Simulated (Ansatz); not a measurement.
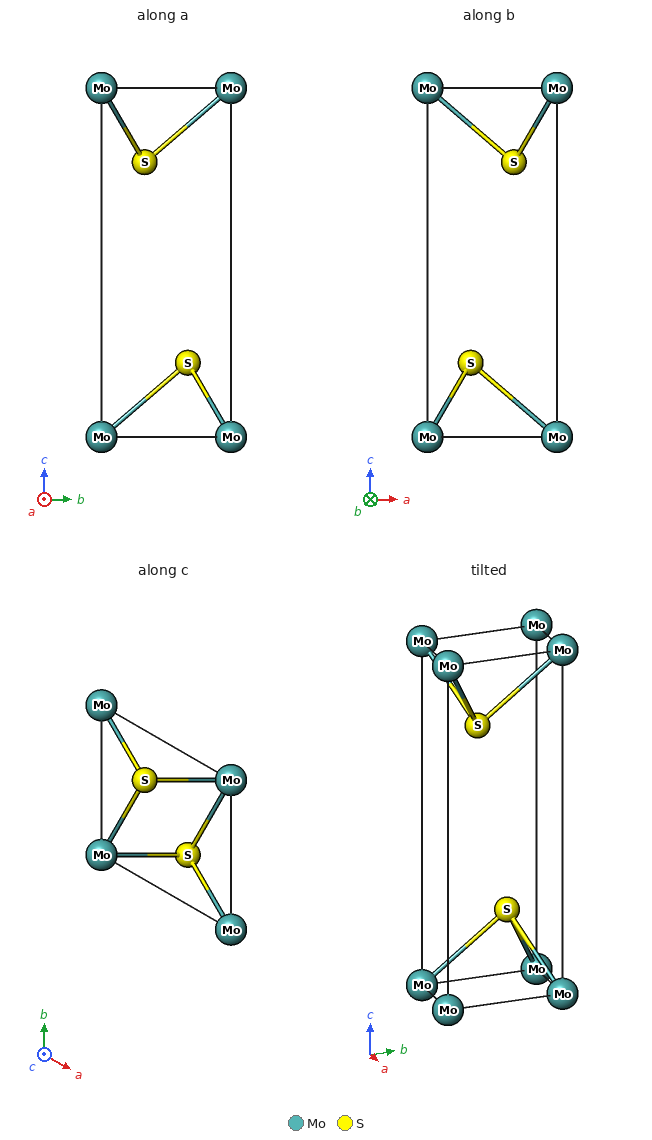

The figure gives a ball-and-stick picture of the atoms, viewed along the a axis, along the b axis, along the c axis and slightly off an axis. The parallelepiped is the conventional unit cell.

Lattice parameters: a = 3.1927 Å, b = 3.1927 Å, c = 7.4521 Å, α = 90.000°, β = 90.000°, γ = 120.000°.

Give the atomic positions as a CIF with its space group and independent sites, with free fractional coordinates to two decimals.

Answer.
```cif
data_structure
_symmetry_space_group_name_H-M 'P -3 m 1'
_symmetry_Int_Tables_number 164
_cell_length_a 3.1927
_cell_length_b 3.1927
_cell_length_c 7.4521
_cell_angle_alpha 90.000
_cell_angle_beta 90.000
_cell_angle_gamma 120.000
_cell_volume 65.79
loop_
_atom_site_label
_atom_site_type_symbol
_atom_site_symmetry_multiplicity
_atom_site_Wyckoff_symbol
_atom_site_fract_x
_atom_site_fract_y
_atom_site_fract_z
_atom_site_occupancy
Mo1 Mo 1 a 0.00 0.00 0.00 1
S1 S 2 d 0.3333 0.6667 0.21 1
```

The model was built from a structure type filled with these elements by a generator (whether the compound takes this form wasn't checked). It was relaxed at fixed volume with DFT PBE, scalar-relativistic, plane waves, PAW in Ansatz 0.2.0.
